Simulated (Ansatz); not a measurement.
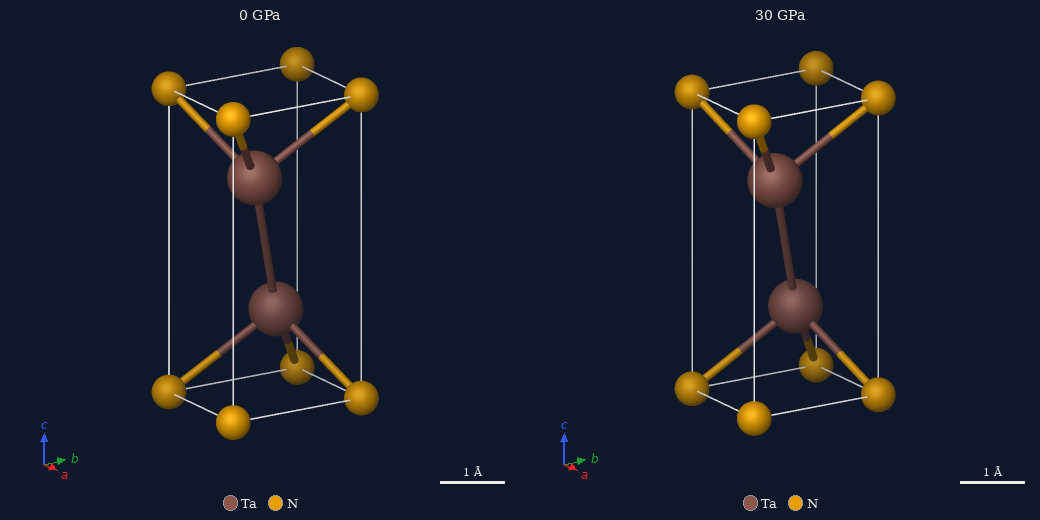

Ta₂N, space group P-3m1 (No. 164), relaxed (cell and atoms) under a series of hydrostatic pressures; the conventional cell is drawn at the lowest and the highest, to one scale (sticks follow a distance rule). The start was a structure listed in the Materials Project. It needn't be the stable form of this composition.

Alike in all runs: Ansatz 0.2.0; functional PBEsol; potentials Ansatz PAW; cutoff 420 eV; k mesh 10 × 10 × 6 on the run's cell of 3 atoms; occupations fermi-dirac, width 0.05 eV; no spin polarisation; no spin-orbit coupling.

| pressure (GPa) | volume (Å³/atom) | a (Å) | c (Å) |
| --- | --- | --- | --- |
| 0.0 | 13.198 | 3.077 | 4.828 |
| 2.0 | 13.105 | 3.068 | 4.823 |
| 5.0 | 12.975 | 3.056 | 4.813 |
| 10.0 | ? | ? | ? |
| 20.0 | 12.417 | 3.007 | 4.758 |
| 30.0 | 12.106 | 2.979 | 4.726 |

### What equation of state do the given rows imply, and what volume does it predict for the missing row?

The fit gives V0 = 13.20 Å³/atom, B0 = 285 GPa and B0′ = 4.6, which puts the volume at 10.0 GPa at 12.77 Å³/atom. The run gave volume 12.774 Å³/atom; a 3.038 Å; c 4.794 Å.

### Which axis yields most up to 30 GPa?

The a axis: a −3.2 %, c −2.1 %, against −8.3 % in volume.

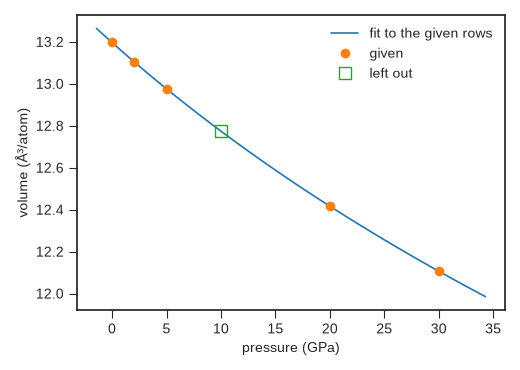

Volume against pressure, with the fit. The structure was kept in its own symmetry, so a change to another phase within this range wouldn't be seen.

Caveat: the plane-wave basis is chosen anew once the cell has moved, so the energies of steps on either side of that aren't comparable; the pressure holds a Pulay correction of +0.3 GPa for the finite cutoff; spin-orbit coupling is left out, which matters for Ta, if less for volumes and forces than for levels.
